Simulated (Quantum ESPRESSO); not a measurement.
## Band-structure run of Bi (part 2 of 2)

Bi (Im-3m, 1 atom in the cell); Kohn-Sham DFT of a periodic cell, PBE, SG15 PBE 1.2, no spin polarisation (Quantum ESPRESSO 7.5); cutoff 897.98 eV, 9×9×9 k-mesh, fermi-dirac of 0.05 eV. The structure derives from a Materials Project entry.

Geometry of the input (Å; fractional positions):
```
-1.9814  1.9814  1.9814
1.9814  -1.9814  1.9814
1.9814  1.9814  -1.9814
Bi 0.0000  0.0000  0.0000
```

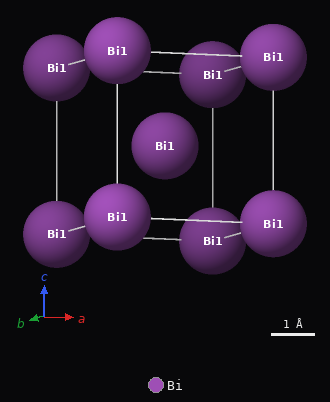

*The structure as given in the input (spheres-only view of the cell 2 times as large as that of the calculation, set on its symmetry axes, seen at an oblique angle; atoms are numbered from 1 in the order of the input). An atom can appear more than once, as a periodic image.*

Output, continued
```
   -10.5573 -10.5405 -10.4846 -10.4383 -10.4274  -0.3567  13.5136  15.7861
    16.7199  21.0560  21.2794  23.0026  23.9250

          k = 0.2887 0.1925 0.0962 (  1915 PWs)   bands (ev):

   -10.5668 -10.5247 -10.4452 -10.4325 -10.4219   0.4801  10.9402  14.2409
    16.0281  20.1561  21.5881  22.8051  25.7490

          k = 0.3849 0.2887 0.0962 (  1904 PWs)   bands (ev):

   -10.5768 -10.5193 -10.4393 -10.4339 -10.3716   1.5256   8.6601  13.2838
    15.5160  19.5597  21.6098  23.3752  26.1284

          k = 0.4811 0.3849 0.0962 (  1900 PWs)   bands (ev):

   -10.5808 -10.5206 -10.4364 -10.4321 -10.3513   2.1215   7.6286  12.9639
    15.3300  19.3608  21.5081  24.2793  25.4177

          k = 0.3849 0.1925 0.1925 (  1900 PWs)   bands (ev):

   -10.5629 -10.5094 -10.4447 -10.4392 -10.3887   1.3906   9.5269  12.1474
    15.3588  20.5706  21.7403  24.8664  25.7212

          k = 0.4811 0.2887 0.1925 (  1896 PWs)   bands (ev):

   -10.5636 -10.4957 -10.4468 -10.4317 -10.3772   2.2177   8.4187  10.9984
    15.0005  20.5012  22.7276  24.7125  24.9890

          k = 0.5774 0.2887 0.2887 (  1881 PWs)   bands (ev):

   -10.5585 -10.4664 -10.4664 -10.4068 -10.4068   2.5242   9.2157   9.2157
    14.8327  21.1502  23.1793  23.1793  28.1604

          k = 0.1925 0.1925 0.1925 (  1922 PWs)   bands (ev):

   -10.5519 -10.5519 -10.4344 -10.4344 -10.4323   0.2746  11.5550  14.8608
    14.8608  22.2567  22.2567  23.6929  24.3240

          k = 0.2887 0.2887 0.1925 (  1905 PWs)   bands (ev):

   -10.5624 -10.5288 -10.4382 -10.4323 -10.3944   1.2090   9.6537  13.0006
    14.1028  22.1316  22.9716  24.6204  25.2952

          k = 0.3849 0.3849 0.1925 (  1893 PWs)   bands (ev):

   -10.5682 -10.5123 -10.4328 -10.4321 -10.3790   2.0749   8.2124  12.0778
    13.6961  21.7829  23.0366  25.3902  26.3547

          k =-0.0000-0.0000 0.1925 (  1913 PWs)   bands (ev):

   -10.5352 -10.5352 -10.5298 -10.4406 -10.4244  -0.5751  15.0161  16.3024
    16.3024  20.7006  22.4759  22.4759  23.6691

          k = 0.3849 0.2887 0.2887 (  1906 PWs)   bands (ev):

   -10.5504 -10.5088 -10.4348 -10.4347 -10.3972   2.0257   8.9155  11.2863
    13.0056  23.3974  24.4670  26.1617  26.3254

          k = 0.4811 0.3849 0.2887 (  1897 PWs)   bands (ev):

   -10.5481 -10.4846 -10.4384 -10.4301 -10.4130   2.4246   8.7323  10.3959
    12.7320  23.5550  25.3630  26.2085  26.2895

          k = 0.0000-0.0962 0.2887 (  1913 PWs)   bands (ev):

   -10.5438 -10.5163 -10.4699 -10.4548 -10.4295   0.0760  12.5138  15.0901
    15.6537  19.9238  21.8664  22.0471  25.9333

          k =-0.0000-0.1925 0.3849 (  1898 PWs)   bands (ev):

   -10.5562 -10.5119 -10.4534 -10.4369 -10.3979   1.0643   9.8364  14.0710
    15.1801  19.8985  21.4205  21.5823  26.1884

          k = 0.0962-0.0962 0.3849 (  1903 PWs)   bands (ev):

   -10.5353 -10.5010 -10.4624 -10.4436 -10.4201   0.8905  10.8603  13.2395
    15.3278  19.4552  21.0418  24.0837  25.2826

          k = 0.0000-0.2887 0.4811 (  1905 PWs)   bands (ev):

   -10.5643 -10.5195 -10.4480 -10.4362 -10.3502   2.0264   7.9677  13.5127
    14.8807  19.8381  21.0841  22.3723  24.3599

          k = 0.0962-0.1925 0.4811 (  1903 PWs)   bands (ev):

   -10.5392 -10.5045 -10.4590 -10.4403 -10.3736   1.8914   9.0292  12.0193
    15.2037  19.7678  20.7181  23.8427  24.1281

          k =-0.7698-0.2887-0.2887 (  1895 PWs)   bands (ev):

   -10.5417 -10.5082 -10.4654 -10.4287 -10.3544   2.4468   8.1260  11.6492
    15.1305  19.8892  21.3449  22.4072  23.8782

          k =-0.6736-0.1925-0.2887 (  1898 PWs)   bands (ev):

   -10.5326 -10.4969 -10.4782 -10.4096 -10.3736   2.5920   8.8644  10.1221
    15.5160  20.2818  20.3323  21.8346  27.3358

          k = 0.3849 0.3849 0.3849 (  1908 PWs)   bands (ev):

   -10.5048 -10.5048 -10.4408 -10.4318 -10.4318   2.4772   9.2614  10.8312
    10.8312  26.6680  26.6680  26.8349  28.2226

          k = 0.0000 0.0000 0.3849 (  1918 PWs)   bands (ev):

   -10.4859 -10.4859 -10.4811 -10.4729 -10.4436   0.7065  12.1324  13.8923
    13.8923  18.3984  23.8196  23.8196  25.0747

          k =-0.0000-0.0962 0.4811 (  1904 PWs)   bands (ev):

   -10.5054 -10.4904 -10.4688 -10.4486 -10.4049   1.6510  10.2973  12.8943
    13.4013  18.1297  23.2925  23.6339  23.7339

          k = 0.0000-0.1925 0.5774 (  1895 PWs)   bands (ev):

   -10.5183 -10.4970 -10.4850 -10.4277 -10.3561   2.5453   8.6630  12.3498
    13.2852  18.9235  21.2917  23.1598  23.2821

          k = 0.0962-0.0962 0.5774 (  1885 PWs)   bands (ev):

   -10.5197 -10.4950 -10.4741 -10.4157 -10.3739   2.5518   9.5117  11.2510
    13.5313  17.9372  21.0107  23.0020  26.6272

          k =-0.7698-0.1925-0.1925 (  1883 PWs)   bands (ev):

   -10.5224 -10.5083 -10.4749 -10.3968 -10.3603   3.0244   9.0512  10.5968
    13.6937  18.5378  19.5049  22.7898  26.4958

          k =-0.0000-0.0000 0.5774 (  1886 PWs)   bands (ev):

   -10.5281 -10.4996 -10.4187 -10.4187 -10.4084   2.5107  10.5405  11.9074
    11.9074  16.8737  20.7870  26.2275  26.3623

          k = 0.0000-0.0962 0.6736 (  1906 PWs)   bands (ev):

   -10.5412 -10.5267 -10.4191 -10.3942 -10.3628   3.2884   9.6719  11.3681
    11.8092  16.9644  18.6462  25.8654  26.2391

          k =-0.7698-0.0962-0.0962 (  1905 PWs)   bands (ev):

   -10.5450 -10.5450 -10.4083 -10.3658 -10.3658   3.6443  10.1859  10.1859
    12.0051  17.1691  17.1691  25.7913  28.2744

          k = 0.0000 0.0000 0.7698 (  1910 PWs)   bands (ev):

   -10.5593 -10.5549 -10.3681 -10.3681 -10.3664   3.9299  10.5203  10.8304
    10.8304  16.1237  16.7371  27.5209  29.3122

     the Fermi energy is    12.5154 ev

!    total energy              =    -135.90089362 Ry
     estimated scf accuracy    <          2.4E-12 Ry
     smearing contrib. (-TS)   =      -0.00030317 Ry
     internal energy E=F+TS    =    -135.90059046 Ry

     The total energy is F=E-TS. E is the sum of the following terms:
     one-electron contribution =     -36.90216157 Ry
     hartree contribution      =      26.06023087 Ry
     xc contribution           =     -15.71723710 Ry
     ewald contribution        =    -109.34142265 Ry

     convergence has been achieved in   8 iterations

     Forces acting on atoms (cartesian axes, Ry/au):

     atom    1 type  1   force =     0.00000000    0.00000000    0.00000000

     Total force =     0.000000     Total SCF correction =     0.000000

     Computing stress (Cartesian axis) and pressure

          total   stress  (Ry/bohr**3)                   (kbar)     P=        8.46
   0.00005754   0.00000000   0.00000000            8.46        0.00        0.00
  -0.00000000   0.00005754  -0.00000000           -0.00        8.46       -0.00
   0.00000000  -0.00000000   0.00005754            0.00       -0.00        8.46

=------------------------------------------------------------------------------=
   JOB DONE.
=------------------------------------------------------------------------------=
```

File pp_density.out
```
This program is part of the open-source Quantum ESPRESSO suite
     for quantum simulation of materials; please cite
         "P. Giannozzi et al., J. Phys.:Condens. Matter 21 395502 (2009);
         "P. Giannozzi et al., J. Phys.:Condens. Matter 29 465901 (2017);
         "P. Giannozzi et al., J. Chem. Phys. 152 154105 (2020);
          URL
     in publications or presentations arising from this work. More details at

     ./tmp/pwscf.save/

     IMPORTANT: XC functional enforced from input :
     Exchange-correlation= PBE
                           (   1   4   3   4   0   0   0)
     Any further DFT definition will be discarded
     Please, verify this is what you really want

     G-vector sticks info
     --------------------
     sticks:   dense  smooth     PW     G-vecs:    dense   smooth      PW
     Sum         841     841    261                15299    15299    2587

     Using Slab Decomposition

     Calling punch_plot, plot_num =   0
     Writing data to file  density.dat
     Reading data from file  density.dat

     Writing data to be plotted to file density.cube
     Plot Type: 3D                     Output format: Gaussian cube

=------------------------------------------------------------------------------=
   JOB DONE.
=------------------------------------------------------------------------------=
```

File pp_potential.out
```
This program is part of the open-source Quantum ESPRESSO suite
     for quantum simulation of materials; please cite
         "P. Giannozzi et al., J. Phys.:Condens. Matter 21 395502 (2009);
         "P. Giannozzi et al., J. Phys.:Condens. Matter 29 465901 (2017);
         "P. Giannozzi et al., J. Chem. Phys. 152 154105 (2020);
          URL
     in publications or presentations arising from this work. More details at

     ./tmp/pwscf.save/

     IMPORTANT: XC functional enforced from input :
     Exchange-correlation= PBE
                           (   1   4   3   4   0   0   0)
     Any further DFT definition will be discarded
     Please, verify this is what you really want

     G-vector sticks info
     --------------------
     sticks:   dense  smooth     PW     G-vecs:    dense   smooth      PW
     Sum         841     841    261                15299    15299    2587

     Using Slab Decomposition

     Calling punch_plot, plot_num =  11
     Writing data to file  potential.dat
     Reading data from file  potential.dat

     Writing data to be plotted to file potential.cube
     Plot Type: 3D                     Output format: Gaussian cube

=------------------------------------------------------------------------------=
   JOB DONE.
=------------------------------------------------------------------------------=
```

File pp_elf.out
```
This program is part of the open-source Quantum ESPRESSO suite
     for quantum simulation of materials; please cite
         "P. Giannozzi et al., J. Phys.:Condens. Matter 21 395502 (2009);
         "P. Giannozzi et al., J. Phys.:Condens. Matter 29 465901 (2017);
         "P. Giannozzi et al., J. Chem. Phys. 152 154105 (2020);
          URL
     in publications or presentations arising from this work. More details at

     ./tmp/pwscf.save/

     IMPORTANT: XC functional enforced from input :
     Exchange-correlation= PBE
                           (   1   4   3   4   0   0   0)
     Any further DFT definition will be discarded
     Please, verify this is what you really want

     G-vector sticks info
     --------------------
     sticks:   dense  smooth     PW     G-vecs:    dense   smooth      PW
     Sum         841     841    261                15299    15299    2587

     Using Slab Decomposition

     Calling punch_plot, plot_num =   8
     Message from routine do_elf_kin:
     elf/kin + US not fully implemented
     Writing data to file  elf.dat
     Reading data from file  elf.dat

     Writing data to be plotted to file elf.cube
     Plot Type: 3D                     Output format: Gaussian cube

=------------------------------------------------------------------------------=
   JOB DONE.
=------------------------------------------------------------------------------=
```

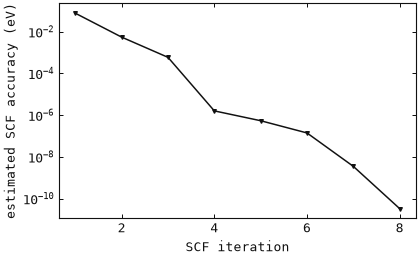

*Convergence of the self-consistent field: estimated SCF accuracy against the iteration.*

The field takes 8 iterations in all.

Summary

- outcome: converged
- space group (tolerance 0.01 Å): Im-3m (229)
- electrons treated: 15
- free energy: −1849.0259 eV
- Fermi energy: 12.515 eV
- gap on the k-point mesh: none (metallic)
- pressure: 0.85 GPa
- largest force (length of the vector): under 0.001 eV/Å
- hardware: 1 thread of Arm Neoverse V1, 24 GiB of memory available, shared host
- wall time: 37 s
- peak memory: 0.09 GiB

Spin–orbit coupling is left out, which matters for Bi.
